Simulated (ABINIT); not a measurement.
AlN (F-43m): least direct gap against volume

The cell of AlN (F-43m) is scaled evenly and the response computed anew at each volume, on one mesh.

It takes space group F-43m (No. 216, cubic). The conventional cell has a = 4.368 Å, b = 4.368 Å, c = 4.368 Å, α = 90.00°, β = 90.00°, γ = 90.00°. Al on site a has 4 N at 1.89 Å as nearest neighbours. N on site d is surrounded by 4 Al at 1.89 Å.

Method: ABINIT 10.8.3, LDA, independent particles, k-mesh 13×13×13, Lorentzian half width 0.04 eV.

Launch of the response step: `optic optic.abi`. The series took 2.3 min in all, its band step included, on 4 threads of Intel(R) Xeon(R) Processor @ 2.70GHz, on a shared host.

```
V/V₀  V (Å³, primitive cell)  least direct gap (eV)
0.94                   19.58                  4.809
0.97                   20.21                  4.519
1.00                   20.83                  4.244
1.03                   21.46                      ?
1.06                   22.08                  3.733
```

For small changes the quantity should be close to linear in ln V.

Working, on the rows shown:

| x = ln(V/V₀) | y = least direct gap |
| --- | --- |
| -0.0618754 | 4.809 |
| -0.0304592 | 4.519 |
| 0 | 4.244 |
| 0.0582689 | 3.733 |

Means: x̄ = -0.0085164, ȳ = 4.3262. Σ(x − x̄)(y − ȳ) = -0.07031, Σ(x − x̄)² = 0.007861. Slope = -0.07031 / 0.007861 = -8.944; intercept = ȳ − slope · x̄ = 4.2501. The line misses the rows shown by at most 0.0061 eV.

Predict the last column of the withheld row from the fit.

At x = 0.029559 the line gives y = 3.9857 eV. The run gave 3.982 eV, so the interpolation is off by 0.0037 eV, 0.3 % of the range in the table.

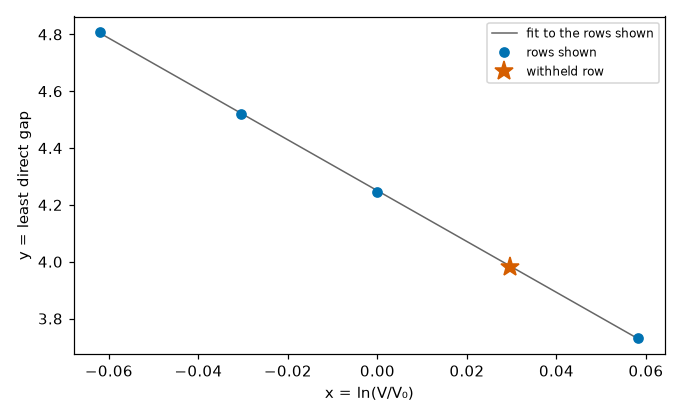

Between the rows on either side of x = 0 the slope is (3.982 − 4.519) / (0.029559 − (-0.030459)) = -8.947. That is a volume deformation potential of -8.9 eV: the least direct gap on this mesh widens by 89 meV for each per cent of compression. LDA gaps are as a rule too small.

[Logs are printed without paths, hosts, clocks, repeated set-up lines and the standing remarks that a program may print on its own settings, such as how far it seeks lower states.]
